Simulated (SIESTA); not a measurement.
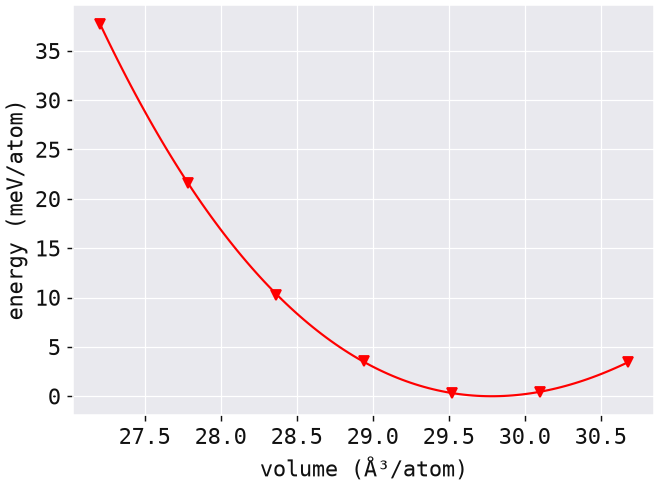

Plotted: energy against volume for CdSe, space group F-43m (No. 216).

Starting cell:
```cif
data_structure
_symmetry_space_group_name_H-M 'P 1'
_symmetry_Int_Tables_number 1
_cell_length_a 4.3420
_cell_length_b 4.3420
_cell_length_c 4.3420
_cell_angle_alpha 60.000
_cell_angle_beta 60.000
_cell_angle_gamma 60.000
_cell_volume 57.88
loop_
_atom_site_label
_atom_site_type_symbol
_atom_site_fract_x
_atom_site_fract_y
_atom_site_fract_z
_atom_site_occupancy
Cd1 Cd 0.00000 0.00000 0.00000 1
Se1 Se 0.25000 0.25000 0.25000 1
```

Method: DFT in numerical atomic orbitals with pseudopotentials, no spin polarisation; energies at scaled volumes of the given cell, shape and fractions fixed, counted from the fit's minimum, third-order Birch-Murnaghan fit (SIESTA 5.4.2). Level: PBE.

- k mesh: 8×8×8
- occupations: Fermi–Dirac
- smearing width: 0.05 eV
- potentials: PseudoDojo 0.4 standard, converted to PSML, two zetas on semicore shells
- program settings: basis DZP, mesh cutoff 800 Ry

From this curve and the settings, what does the calculation give for the pressure at the same points?

The pressure falls from 5.17 GPa at volume 27.21 Å³/atom to −1.24 GPa at 30.68 Å³/atom, and changes sign near 29.80 Å³/atom.

```csv
volume (Å³/atom),pressure (GPa)
27.21,5.17
27.78,3.79
28.36,2.54
28.94,1.42
29.52,0.43
30.10,-0.45
30.68,-1.24
```

Note: mulliken charges of long orbitals.
